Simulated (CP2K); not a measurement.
Nb (slab)

Input file:

```
&GLOBAL
  PROJECT nb_workfunction
  RUN_TYPE ENERGY_FORCE
  PRINT_LEVEL LOW
&END GLOBAL
&FORCE_EVAL
  METHOD QS
  &DFT
    BASIS_SET_FILE_NAME BASIS_MOLOPT_UZH
    POTENTIAL_FILE_NAME POTENTIAL_UZH
    &MGRID
      CUTOFF 450
      REL_CUTOFF 60
      NGRIDS 5
    &END MGRID
    &QS
      METHOD GPW
      EPS_DEFAULT 1.0E-10
    &END QS
    &KPOINTS
      SCHEME MONKHORST-PACK 10 10 1
      GAMMA_CENTERED T
      SYMMETRY T
      SYMMETRY_BACKEND SPGLIB
    &END KPOINTS
    &SCF
      SCF_GUESS ATOMIC
      EPS_SCF 1.0E-6
      MAX_SCF 100
      ADDED_MOS 31
      CHOLESKY OFF
      EPS_EIGVAL 1.0E-7
      &DIAGONALIZATION ON
        ALGORITHM STANDARD
      &END DIAGONALIZATION
      &MIXING ON
        METHOD BROYDEN_MIXING
        ALPHA 0.2
        BETA 1.5
        NBUFFER 8
      &END MIXING
      &SMEAR ON
        METHOD FERMI_DIRAC
        ELECTRONIC_TEMPERATURE [K] 580.226
      &END SMEAR
    &END SCF
    &XC
      &XC_FUNCTIONAL PBE
      &END XC_FUNCTIONAL
    &END XC
    &PRINT
      &KPOINTS ON
      &END KPOINTS
      &MULLIKEN ON
      &END MULLIKEN
      &MO ON
        ENERGIES T
        OCCUPATION_NUMBERS T
        &EACH
          QS_SCF 0
        &END EACH
        ADD_LAST NUMERIC
      &END MO
      &LOWDIN ON
      &END LOWDIN
      &HIRSHFELD ON
        SHAPE_FUNCTION DENSITY
      &END HIRSHFELD
      &E_DENSITY_CUBE ON
        STRIDE 1
      &END E_DENSITY_CUBE
      &V_HARTREE_CUBE ON
        STRIDE 1
      &END V_HARTREE_CUBE
      &ELF_CUBE ON
        STRIDE 1
      &END ELF_CUBE
    &END PRINT
  &END DFT
  &SUBSYS
    &CELL
      ABC 2.8820459413 2.8820459413 24.4127226284
      ALPHA_BETA_GAMMA 90.0000000000 90.0000000000 109.4712206339
      PERIODIC XYZ
    &END CELL
    &COORD
      SCALED
      Nb  0.5000000000 0.5000000000 0.3072168604
      Nb  0.0000000000 0.0000000000 0.4036084302
      Nb  0.5000000000 0.5000000000 0.5000000000
      Nb  0.0000000000 0.0000000000 0.5963915698
      Nb  0.5000000000 0.5000000000 0.6927831396
    &END COORD
    &KIND Nb
      BASIS_SET TZVP-MOLOPT-PBE-GTH-q13
      POTENTIAL GTH-PBE-q13
    &END KIND
    &PRINT
      &ATOMIC_COORDINATES ON
      &END ATOMIC_COORDINATES
      &CELL ON
      &END CELL
    &END PRINT
  &END SUBSYS
  &PRINT
    &FORCES ON
    &END FORCES
  &END PRINT
&END FORCE_EVAL
```

Command:

```sh
OMP_NUM_THREADS=1 mpirun -n 2 cp2k.psmp -i nb_workfunction.inp -o nb_workfunction.out
```

Not relaxed (largest force 0.5 eV/Å).

Level of theory: CP2K 2026.2, Kohn-Sham DFT of a periodic cell, PBE, GTH-PBE with UZH-TZVP basis.

What can the converged valence pseudo-density and electron localisation function tell about the bonding?

Nb–Nb (2.88 Å): ρ is about 0.26 e/Å³ halfway; the ELF is about 0.25 at the midpoint: no shared electron pair shows on this line.

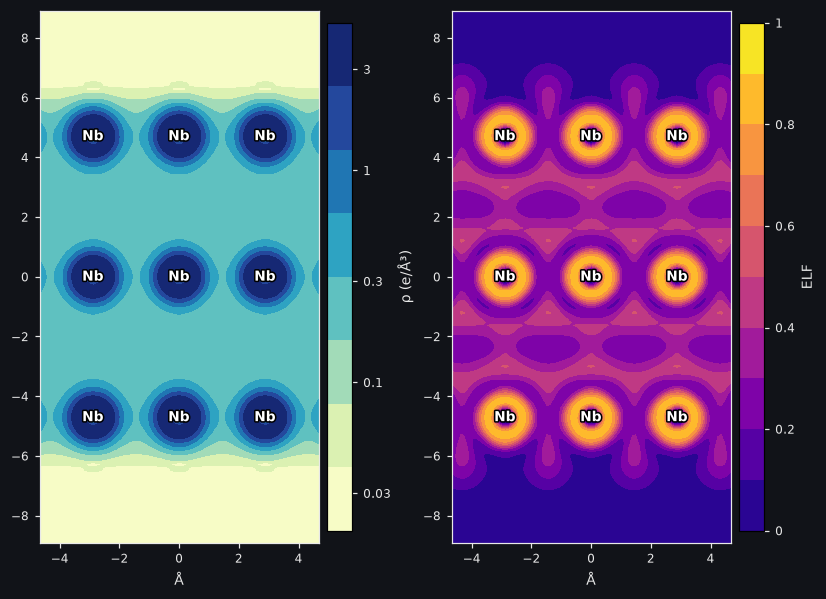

Computed valence pseudo-density and electron localisation function on the (100) plane of the calculation cell, a cut from vacuum to vacuum, in this order. 

Core electrons are replaced by pseudopotentials, and the valence fields are smoothed inside the atomic spheres.
